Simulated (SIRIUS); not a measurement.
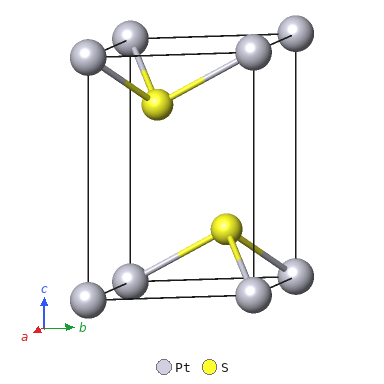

System: PtS₂, space group P-3m1 (No. 164). The picture shows the conventional cell.

Starting cell:
```
CELL_PARAMETERS angstrom
3.54320 0.00000 0.00000
-1.77160 3.06850 0.00000
0.00000 0.00000 5.03880
ATOMIC_POSITIONS crystal
Pt 0.00000 0.00000 0.00000
S 0.66667 0.33333 0.77300
S 0.33333 0.66667 0.22700
```

Method: all-electron LAPW DFT, no spin polarisation; energies at scaled volumes of the given cell, shape and fractions fixed, counted from the fit's minimum, third-order Birch-Murnaghan fit (SIRIUS 7.12.0). Level: LDA.

k mesh 9×9×5; occupations Fermi–Dirac; smearing width 0.05 eV; potentials all electron FP LAPW; program settings basis apw+lo standard, gk cutoff 4.04 1/bohr, pw cutoff 21 1/bohr.

What does the calculation give for the energy against volume? The volume takes the values 17.17, 17.53, 17.90, 18.26, 18.63, 18.99, 19.36 Å³/atom.

A third-order Birch–Murnaghan fit gives V0 = 18.69 Å³/atom, B0 = 147 GPa and B′ = 4.9. The energy is 67.36 meV/atom at volume 17.17 Å³/atom and 10.15 meV/atom at 19.36 Å³/atom; the lowest computed point is at volume 18.63 Å³/atom (0.09 meV/atom).

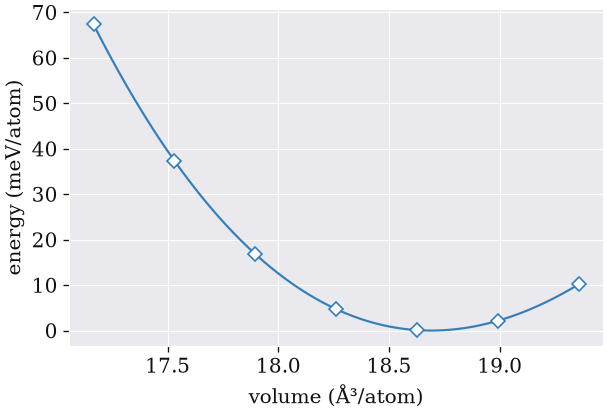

Note: spin-orbit coupling left out, heavy elements; shape and atomic fractions are frozen while scaling, which makes layered, chain and framework solids too stiff.
